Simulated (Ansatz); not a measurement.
# Grüneisen parameters and expansion of KF (Carobbiite, Fm-3m), part 3 of 4

Which modes of KF (Carobbiite) drive its thermal expansion?

Experimental results on record:
- volume expansion coefficient 104.4 1e-6/K and heat capacity C_P per formula unit 49 J/mol/K near room temperature (given in “High-Throughput Prediction of Finite-Temperature Properties using the Quasi-Harmonic Approximation”, 2016, arXiv:1603.06924)
- volume expansion coefficient 95.1 1e-6/K near room temperature (given in “Descriptors for thermal expansion in solids”, 2017, arXiv:1701.03966)

Ansatz 0.2.0; DFT LDA, scalar-relativistic, plane waves, PAW.

So far, highest frequency (cm⁻¹): step 6 (lattice dynamics at this volume, V/V0 1) 339.

## 8. Lattice dynamics at this volume, V/V0 1.015

Phonons at this volume give one point of F(V, T); meshes stay fixed along the series.

The input, input.yaml:

```yaml
crystal:
  lattice:
    - [0.0, 2.5939114142, 2.5939114142]
    - [2.5939114142, 0.0, 2.5939114142]
    - [2.5939114142, 2.5939114142, 0.0]
  atoms:
    - { symbol: K, position: [0.0, 0.0, 0.0] }
    - { symbol: F, position: [0.5, 0.5, 0.5] }
kpoints:
  mp_grid: { grid: [8, 8, 8] }
hamiltonian:
  xc: lda
scf:
  occupations: { method: fixed }
output:
  eigenvalues: true
phonons:
  method: dfpt
  dielectric: true
  rigid_motions: translations
  qmesh: [4, 4, 4]
  temperatures: { t_max: 1000, t_step: 50 }
  qpath:
    path:
      - [[0.0, 0.0, 0.0], [0.5, 0.0, 0.5], [0.625, 0.25, 0.625]]
      - [[0.375, 0.375, 0.75], [0.0, 0.0, 0.0], [0.5, 0.5, 0.5], [0.5, 0.25, 0.75], [0.5, 0.0, 0.5]]
    npoints: 10
```

Command:

```bash
> ansatz run input.yaml --threads 4 --pin off --max-ram 8192MiB --backend cpu --events-out ev --progress --plain --runs-dir out
```

Numbers of over 12 decimals in the logs are rounded to 6 here.

Log:

```text
[...]
Crystal: 2 atoms, lattice volume = 34.906 Å³
Basis set: ecut = 420 eV, 701 PW (Γ), exchange–correlation on 50×50×50 points (8 copies of the dense FFT grid, shifted against one another)
Bands: 12, of which v1, the nominal top of the filled ones, is band 8 counted from 1 (7 counted from 0)
Symmetry: 48 space group operations
k-points: 59 of 512 (irreducible under 8 space group operations, time reversal used)
[...]
optical modes at Γ + LO–TO along q̂ = [0.0000, 1.0000, 0.0000]:
      ω (cm⁻¹)  modes    IR ((D/Å)²/amu)
        202.95      2             4.7517
        332.82      1             2.3759
  optical modes at Γ + LO–TO along q̂ = [0.0000, 0.0000, 1.0000]:
      ω (cm⁻¹)  modes    IR ((D/Å)²/amu)
        202.95      2             4.7517
        332.82      1             2.3759
--- Phonons (arbitrary-q DFPT): 8 irreducible q on the 4×4×4 mesh ---
[...]
interpolated dispersion: 63 rows × 6 modes
[...]
[key lines of the parts left out:]
SCF converged after 8 iterations
Free energy (F): -2292.777629 eV
Fermi energy:    1.659180 eV
```

Run time: 48 s. Hardware: 4 threads of Arm Neoverse V1, shared host; peak memory 0.68 GiB; 3.1 min of CPU time.

No mode is imaginary beyond numerical noise at the solved wavevectors. The highest zone-centre mode (no LO–TO term) moved by -3.6 % for a volume change of +1.5 %.

## 9. Single point at a scaled cell, V/V0 0.985

Symmetry fixes every atom, so a single point at the scaled cell gives the energy and pressure of this member.

The cell differs from the one that the last finished run ended in (a 3.668 → 3.632 Å, b 3.668 → 3.632 Å, c 3.668 → 3.632 Å).

input.yaml, the sections that differ from step 8:

```yaml
crystal:
  lattice:
    - [0.0, 2.568099638, 2.568099638]
    - [2.568099638, 0.0, 2.568099638]
    - [2.568099638, 2.568099638, 0.0]
  atoms:
    - { symbol: K, position: [0.0, 0.0, 0.0] }
    - { symbol: F, position: [0.5, 0.5, 0.5] }
output:
  forces: true
  stress: true
  eigenvalues: true
# kpoints, hamiltonian, scf: as in step 8
# phonons: removed
```

Log:

```text
[...]
Crystal: 2 atoms, lattice volume = 33.874 Å³
Basis set: ecut = 420 eV, 645 PW (Γ)
Bands: 12, of which v1, the nominal top of the filled ones, is band 8 counted from 1 (7 counted from 0)
Symmetry: 48 space group operations
[...]
k-points: 29 of 512
[...]
--- Band table (eV; the first three rows and the last of 29) ---
  k-point 0: bands = [... 4 lower, -6.8018, 1.8987, 1.8987, 1.8987, 8.3550, 12.7326, 12.7326, 12.7326]
  k-point 1: bands = [... 4 lower, -6.8085, 1.7205, 1.8246, 1.8246, 8.8426, 12.4442, 12.9738, 12.9738]
  k-point 2: bands = [... 4 lower, -6.8243, 1.3490, 1.6508, 1.6508, 10.0121, 12.1031, 13.5819, 13.5819]
  k-point 28: bands = [... 4 lower, -6.9074, 1.3685, 1.7901, 1.7901, 11.7425, 11.7425, 13.6524, 15.9943]
[key lines of the parts left out:]
SCF converged after 6 iterations
Free energy (F): -2292.777649 eV
Fermi energy:    1.898696 eV
P = ⅓ Tr σ = 0.6853 GPa (6.853 kbar)
```

Elapsed: 0.33 s, on 4 threads; peak memory 0.21 GiB.

The run ends at a pressure of 0.69 GPa.

## 10. Lattice dynamics at this volume, V/V0 0.985

Phonons at this volume give one point of F(V, T); meshes stay fixed along the series.

input.yaml, the sections that differ from step 9:

```yaml
output:
  eigenvalues: true
phonons:
  method: dfpt
  dielectric: true
  rigid_motions: translations
  qmesh: [4, 4, 4]
  temperatures: { t_max: 1000, t_step: 50 }
  qpath:
    path:
      - [[0.0, 0.0, 0.0], [0.5, 0.0, 0.5], [0.625, 0.25, 0.625]]
      - [[0.375, 0.375, 0.75], [0.0, 0.0, 0.0], [0.5, 0.5, 0.5], [0.5, 0.25, 0.75], [0.5, 0.0, 0.5]]
    npoints: 10
# crystal, kpoints, hamiltonian, scf: as in step 9
```

Log:

```text
[...]
Crystal: 2 atoms, lattice volume = 33.874 Å³
Basis set: ecut = 420 eV, 645 PW (Γ), exchange–correlation on 50×50×50 points (8 copies of the dense FFT grid, shifted against one another)
Bands: 12, of which v1, the nominal top of the filled ones, is band 8 counted from 1 (7 counted from 0)
Symmetry: 48 space group operations
k-points: 59 of 512 (irreducible under 8 space group operations, time reversal used)
[...]
optical modes at Γ + LO–TO along q̂ = [0.0000, 1.0000, 0.0000]:
      ω (cm⁻¹)  modes    IR ((D/Å)²/amu)
        218.42      2             4.7915
        345.33      1             2.3958
  optical modes at Γ + LO–TO along q̂ = [0.0000, 0.0000, 1.0000]:
      ω (cm⁻¹)  modes    IR ((D/Å)²/amu)
        218.42      2             4.7915
        345.33      1             2.3958
--- Phonons (arbitrary-q DFPT): 8 irreducible q on the 4×4×4 mesh ---
[...]
interpolated dispersion: 63 rows × 6 modes
[...]
[key lines of the parts left out:]
SCF converged after 8 iterations
Free energy (F): -2292.777649 eV
Fermi energy:    1.898866 eV
```

It took 46 s on 4 threads; peak memory 0.69 GiB; 3 min of CPU time.

LO-TO term included. Phonon branches along the path, in cm⁻¹:

| point | branch 1 | branch 2 | branch 3 | branch 4 | branch 5 | branch 6 |
| --- | --- | --- | --- | --- | --- | --- |
| Γ | 0 | 0 | 0 | 218 | 218 | 345 |
| X | 85 | 85 | 169 | 226 | 226 | 236 |
| U | 112 | 151 | 153 | 216 | 234 | 238 |
| jump to K | 112 | 151 | 153 | 216 | 234 | 238 |
| Γ | 0 | 0 | 0 | 218 | 218 | 345 |
| L | 134 | 134 | 200 | 200 | 214 | 280 |
| W | 134 | 134 | 156 | 221 | 232 | 232 |
| X | 85 | 85 | 169 | 226 | 226 | 236 |

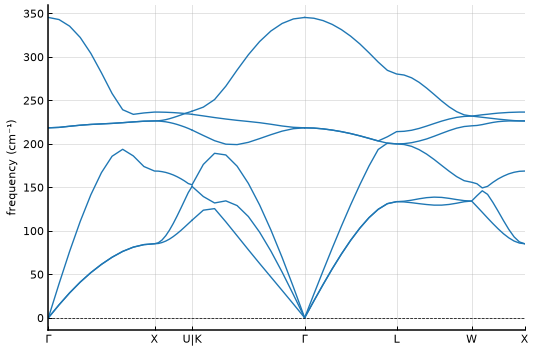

Phonon branches along the path.

No mode is imaginary beyond numerical noise at the solved wavevectors. The highest zone-centre mode (no LO–TO term) moved by +3.7 % for a volume change of -1.5 %.

## 11. A cell at another volume, V/V0 1.03

Symmetry fixes every atom, so a single point at the scaled cell gives the energy and pressure of this member.

The cell differs from the one that the last finished run ended in (a 3.632 → 3.686 Å, b 3.632 → 3.686 Å, c 3.632 → 3.686 Å).

input.yaml, the sections that differ from step 10:

```yaml
crystal:
  lattice:
    - [0.0, 2.6066268694, 2.6066268694]
    - [2.6066268694, 0.0, 2.6066268694]
    - [2.6066268694, 2.6066268694, 0.0]
  atoms:
    - { symbol: K, position: [0.0, 0.0, 0.0] }
    - { symbol: F, position: [0.5, 0.5, 0.5] }
output:
  forces: true
  stress: true
  eigenvalues: true
# kpoints, hamiltonian, scf: as in step 10
# phonons: removed
```

Log:

```text
[...]
Crystal: 2 atoms, lattice volume = 35.421 Å³
Basis set: ecut = 420 eV, 701 PW (Γ)
Bands: 12, of which v1, the nominal top of the filled ones, is band 8 counted from 1 (7 counted from 0)
Symmetry: 48 space group operations
[...]
k-points: 29 of 512
[...]
--- Band table (eV; the first three rows and the last of 29) ---
  k-point 0: bands = [... 4 lower, -7.3023, 1.5460, 1.5460, 1.5460, 7.7472, 12.2697, 12.2697, 12.2697]
  k-point 1: bands = [... 4 lower, -7.3087, 1.3789, 1.4794, 1.4794, 8.2171, 11.9831, 12.4999, 12.4999]
  k-point 2: bands = [... 4 lower, -7.3238, 1.0287, 1.3236, 1.3236, 9.3589, 11.6193, 13.0770, 13.0770]
  k-point 28: bands = [... 4 lower, -7.4034, 1.0589, 1.4117, 1.4117, 11.2468, 11.2468, 13.0377, 15.3144]
[key lines of the parts left out:]
SCF converged after 6 iterations
Free energy (F): -2292.774880 eV
Fermi energy:    1.545996 eV
P = ⅓ Tr σ = -1.2004 GPa (-12.004 kbar)
```

Elapsed: 0.35 s, on 4 threads; peak memory 0.23 GiB; 0.97 s of CPU time.

The run ends at a pressure of -1.20 GPa.

## 12. Lattice dynamics at this volume, V/V0 1.03

The same q-mesh and k-mesh are kept at every volume, so that much of their error can cancel in the differences.

input.yaml, the sections that differ from step 11:

```yaml
output:
  eigenvalues: true
phonons:
  method: dfpt
  dielectric: true
  rigid_motions: translations
  qmesh: [4, 4, 4]
  temperatures: { t_max: 1000, t_step: 50 }
  qpath:
    path:
      - [[0.0, 0.0, 0.0], [0.5, 0.0, 0.5], [0.625, 0.25, 0.625]]
      - [[0.375, 0.375, 0.75], [0.0, 0.0, 0.0], [0.5, 0.5, 0.5], [0.5, 0.25, 0.75], [0.5, 0.0, 0.5]]
    npoints: 10
# crystal, kpoints, hamiltonian, scf: as in step 11
```

Log:

```text
[...]
Crystal: 2 atoms, lattice volume = 35.421 Å³
Basis set: ecut = 420 eV, 701 PW (Γ), exchange–correlation on 50×50×50 points (8 copies of the dense FFT grid, shifted against one another)
Bands: 12, of which v1, the nominal top of the filled ones, is band 8 counted from 1 (7 counted from 0)
Symmetry: 48 space group operations
k-points: 59 of 512 (irreducible under 8 space group operations, time reversal used)
[...]
optical modes at Γ + LO–TO along q̂ = [0.0000, 1.0000, 0.0000]:
      ω (cm⁻¹)  modes    IR ((D/Å)²/amu)
        195.47      2             4.7338
        326.90      1             2.3669
  optical modes at Γ + LO–TO along q̂ = [0.0000, 0.0000, 1.0000]:
      ω (cm⁻¹)  modes    IR ((D/Å)²/amu)
        195.47      2             4.7338
        326.90      1             2.3669
--- Phonons (arbitrary-q DFPT): 8 irreducible q on the 4×4×4 mesh ---
[...]
interpolated dispersion: 63 rows × 6 modes
[...]
[key lines of the parts left out:]
SCF converged after 8 iterations
Free energy (F): -2292.774879 eV
Fermi energy:    1.546147 eV
```

Run time: 49 s. Hardware: 4 threads; peak memory 0.69 GiB.

LO-TO term included. The phonon branches at the labelled points (cm⁻¹):

| point | branch 1 | branch 2 | branch 3 | branch 4 | branch 5 | branch 6 |
| --- | --- | --- | --- | --- | --- | --- |
| Γ | 0 | 0 | 0 | 196 | 196 | 327 |
| X | 90 | 90 | 171 | 201 | 201 | 212 |
| U | 109 | 148 | 154 | 193 | 209 | 216 |
| jump to K | 109 | 148 | 154 | 193 | 209 | 216 |
| Γ | 0 | 0 | 0 | 196 | 196 | 327 |
| L | 120 | 120 | 181 | 181 | 202 | 265 |
| W | 138 | 138 | 143 | 203 | 207 | 207 |
| X | 90 | 90 | 171 | 201 | 201 | 212 |

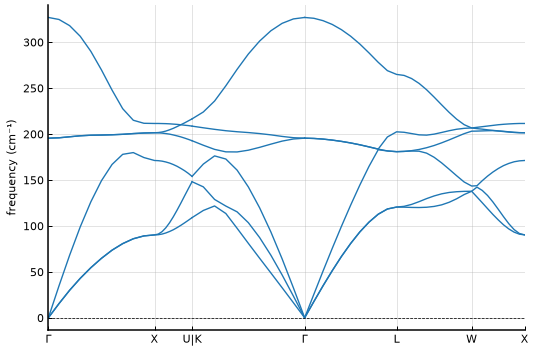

Phonon branches along the path.

No mode is imaginary beyond numerical noise at the solved wavevectors. The highest zone-centre mode (no LO–TO term) moved by -7.2 % for a volume change of +3.0 %.

## 13. A cell at another volume, V/V0 0.97

Symmetry fixes every atom, so a single point at the scaled cell gives the energy and pressure of this member.

The cell differs from the one that the last finished run ended in (a 3.686 → 3.613 Å, b 3.686 → 3.613 Å, c 3.686 → 3.613 Å).

input.yaml, the sections that differ from step 12:

```yaml
crystal:
  lattice:
    - [0.0, 2.5549968609, 2.5549968609]
    - [2.5549968609, 0.0, 2.5549968609]
    - [2.5549968609, 2.5549968609, 0.0]
  atoms:
    - { symbol: K, position: [0.0, 0.0, 0.0] }
    - { symbol: F, position: [0.5, 0.5, 0.5] }
output:
  forces: true
  stress: true
  eigenvalues: true
# kpoints, hamiltonian, scf: as in step 12
# phonons: removed
```

Log:

```text
[...]
Crystal: 2 atoms, lattice volume = 33.358 Å³
Basis set: ecut = 420 eV, 645 PW (Γ)
Bands: 12, of which v1, the nominal top of the filled ones, is band 8 counted from 1 (7 counted from 0)
Symmetry: 48 space group operations
[...]
k-points: 29 of 512
[...]
--- Band table (eV; the first three rows and the last of 29) ---
  k-point 0: bands = [... 4 lower, -6.6256, 2.0245, 2.0245, 2.0245, 8.5723, 12.8954, 12.8954, 12.8954]
  k-point 1: bands = [... 4 lower, -6.6324, 1.8428, 1.9478, 1.9478, 9.0661, 12.6065, 13.1406, 13.1406]
  k-point 2: bands = [... 4 lower, -6.6484, 1.4637, 1.7673, 1.7673, 10.2443, 12.2743, 13.7597, 13.7597]
  k-point 28: bands = [... 4 lower, -6.7325, 1.4800, 1.9273, 1.9273, 11.9171, 11.9171, 13.8697, 16.2327]
[key lines of the parts left out:]
SCF converged after 6 iterations
Free energy (F): -2292.774274 eV
Fermi energy:    2.024499 eV
P = ⅓ Tr σ = 1.4361 GPa (14.361 kbar)
```

Run time: 0.33 s. Hardware: 4 threads; peak memory 0.21 GiB; 0.86 s of CPU time.

The run ends at a pressure of 1.44 GPa.

## 14. Phonons, V/V0 0.97

The same q-mesh and k-mesh are kept at every volume, so that much of their error can cancel in the differences.

input.yaml, the sections that differ from step 13:

```yaml
output:
  eigenvalues: true
phonons:
  method: dfpt
  dielectric: true
  rigid_motions: translations
  qmesh: [4, 4, 4]
  temperatures: { t_max: 1000, t_step: 50 }
  qpath:
    path:
      - [[0.0, 0.0, 0.0], [0.5, 0.0, 0.5], [0.625, 0.25, 0.625]]
      - [[0.375, 0.375, 0.75], [0.0, 0.0, 0.0], [0.5, 0.5, 0.5], [0.5, 0.25, 0.75], [0.5, 0.0, 0.5]]
    npoints: 10
# crystal, kpoints, hamiltonian, scf: as in step 13
```

Log:

```text
[...]
Crystal: 2 atoms, lattice volume = 33.358 Å³
Basis set: ecut = 420 eV, 645 PW (Γ), exchange–correlation on 50×50×50 points (8 copies of the dense FFT grid, shifted against one another)
Bands: 12, of which v1, the nominal top of the filled ones, is band 8 counted from 1 (7 counted from 0)
Symmetry: 48 space group operations
k-points: 59 of 512 (irreducible under 8 space group operations, time reversal used)
[...]
optical modes at Γ + LO–TO along q̂ = [0.0000, 1.0000, 0.0000]:
      ω (cm⁻¹)  modes    IR ((D/Å)²/amu)
        226.41      2             4.8136
        351.92      1             2.4068
  optical modes at Γ + LO–TO along q̂ = [0.0000, 0.0000, 1.0000]:
      ω (cm⁻¹)  modes    IR ((D/Å)²/amu)
        226.41      2             4.8136
        351.92      1             2.4068
--- Phonons (arbitrary-q DFPT): 8 irreducible q on the 4×4×4 mesh ---
[...]
interpolated dispersion: 63 rows × 6 modes
[...]
[key lines of the parts left out:]
SCF converged after 8 iterations
Free energy (F): -2292.774273 eV
Fermi energy:    2.024653 eV
```

It took 45 s on 4 threads; peak memory 0.68 GiB.

LO-TO term included. The phonon branches at the labelled points (cm⁻¹):

| point | branch 1 | branch 2 | branch 3 | branch 4 | branch 5 | branch 6 |
| --- | --- | --- | --- | --- | --- | --- |
| Γ | 0 | 0 | 0 | 226 | 226 | 352 |
| X | 83 | 83 | 167 | 235 | 235 | 246 |
| U | 113 | 149 | 154 | 224 | 243 | 245 |
| jump to K | 113 | 149 | 154 | 224 | 243 | 245 |
| Γ | 0 | 0 | 0 | 226 | 226 | 352 |
| L | 138 | 138 | 207 | 207 | 218 | 286 |
| W | 132 | 132 | 160 | 227 | 241 | 241 |
| X | 83 | 83 | 167 | 235 | 235 | 246 |

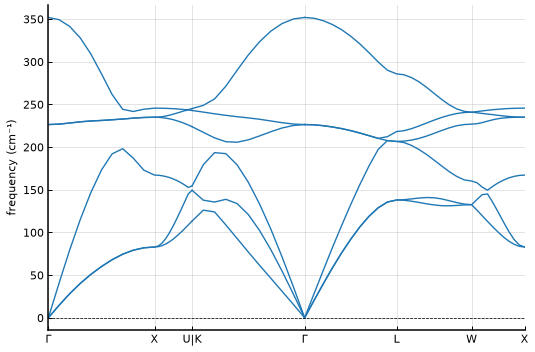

Phonon branches along the path.

No mode is imaginary beyond numerical noise at the solved wavevectors. The highest zone-centre mode (no LO–TO term) moved by +7.5 % for a volume change of -3.0 %.

## 15. A cell at another volume, V/V0 1.05

Symmetry fixes every atom, so a single point at the scaled cell gives the energy and pressure of this member.

The cell differs from the one that the last finished run ended in (a 3.613 → 3.710 Å, b 3.613 → 3.710 Å, c 3.613 → 3.710 Å).

input.yaml, the sections that differ from step 14:

```yaml
crystal:
  lattice:
    - [0.0, 2.6233902039, 2.6233902039]
    - [2.6233902039, 0.0, 2.6233902039]
    - [2.6233902039, 2.6233902039, 0.0]
  atoms:
    - { symbol: K, position: [0.0, 0.0, 0.0] }
    - { symbol: F, position: [0.5, 0.5, 0.5] }
output:
  forces: true
  stress: true
  eigenvalues: true
  write_density: true
  write_potential: true
  elf: true
  volumetric_format: npy
# kpoints, hamiltonian, scf: as in step 14
# phonons: removed
```

Log:

```text
[...]
Crystal: 2 atoms, lattice volume = 36.109 Å³
Basis set: ecut = 420 eV, 725 PW (Γ)
Bands: 12, of which v1, the nominal top of the filled ones, is band 8 counted from 1 (7 counted from 0)
Symmetry: 48 space group operations
[...]
k-points: 29 of 512
[...]
--- Band table (eV; the first three rows and the last of 29) ---
  k-point 0: bands = [... 4 lower, -7.5122, 1.4004, 1.4004, 1.4004, 7.4965, 12.0754, 12.0754, 12.0754]
  k-point 1: bands = [... 4 lower, -7.5184, 1.2384, 1.3373, 1.3373, 7.9589, 11.7897, 12.3011, 12.3011]
  k-point 2: bands = [... 4 lower, -7.5333, 0.8971, 1.1885, 1.1885, 9.0881, 11.4174, 12.8653, 12.8653]
  k-point 28: bands = [... 4 lower, -7.6110, 0.9311, 1.2573, 1.2573, 11.0391, 11.0391, 12.7809, 15.0271]
[key lines of the parts left out:]
SCF converged after 6 iterations
Free energy (F): -2292.768137 eV
Fermi energy:    1.400373 eV
P = ⅓ Tr σ = -1.8881 GPa (-18.881 kbar)
```

It took 0.45 s on 4 threads; peak memory 0.23 GiB; 1.3 s of CPU time.

The run ends at a pressure of -1.89 GPa.

## 16. Phonons, V/V0 1.05

Phonons at this volume give one point of F(V, T); meshes stay fixed along the series.

input.yaml, the sections that differ from step 15:

```yaml
output:
  eigenvalues: true
phonons:
  method: dfpt
  dielectric: true
  rigid_motions: translations
  qmesh: [4, 4, 4]
  temperatures: { t_max: 1000, t_step: 50 }
  qpath:
    path:
      - [[0.0, 0.0, 0.0], [0.5, 0.0, 0.5], [0.625, 0.25, 0.625]]
      - [[0.375, 0.375, 0.75], [0.0, 0.0, 0.0], [0.5, 0.5, 0.5], [0.5, 0.25, 0.75], [0.5, 0.0, 0.5]]
    npoints: 10
# crystal, kpoints, hamiltonian, scf: as in step 15
```

Log:

```text
[...]
Crystal: 2 atoms, lattice volume = 36.109 Å³
Basis set: ecut = 420 eV, 725 PW (Γ), exchange–correlation on 50×50×50 points (8 copies of the dense FFT grid, shifted against one another)
Bands: 12, of which v1, the nominal top of the filled ones, is band 8 counted from 1 (7 counted from 0)
Symmetry: 48 space group operations
k-points: 59 of 512 (irreducible under 8 space group operations, time reversal used)
[...]
optical modes at Γ + LO–TO along q̂ = [0.0000, 1.0000, 0.0000]:
      ω (cm⁻¹)  modes    IR ((D/Å)²/amu)
        185.75      2             4.7117
        319.34      1             2.3558
  optical modes at Γ + LO–TO along q̂ = [0.0000, 0.0000, 1.0000]:
      ω (cm⁻¹)  modes    IR ((D/Å)²/amu)
        185.75      2             4.7117
        319.34      1             2.3558
--- Phonons (arbitrary-q DFPT): 8 irreducible q on the 4×4×4 mesh ---
[...]
interpolated dispersion: 63 rows × 6 modes
[...]
[key lines of the parts left out:]
SCF converged after 8 iterations
Free energy (F): -2292.768136 eV
Fermi energy:    1.400578 eV
```

The job ended after 49 s (4 threads; peak memory 0.68 GiB).

No mode is imaginary beyond numerical noise at the solved wavevectors. The highest zone-centre mode (no LO–TO term) moved by -11.8 % for a volume change of +5.0 %.

(Continued in part 4 of 4.)

[Logs are printed without paths, hosts, clocks, repeated set-up lines and the standing remarks that a program may print on its own settings, such as how far it seeks lower states.]

[Hosts, paths, dates, database ids (printed as entryN), source tags and the programs' standing remarks are cut or masked in the printed files.]

[A step with changed settings may run another functional than the one named; its input shows which.]

[Of the runs on displaced cells, only some may be shown.]
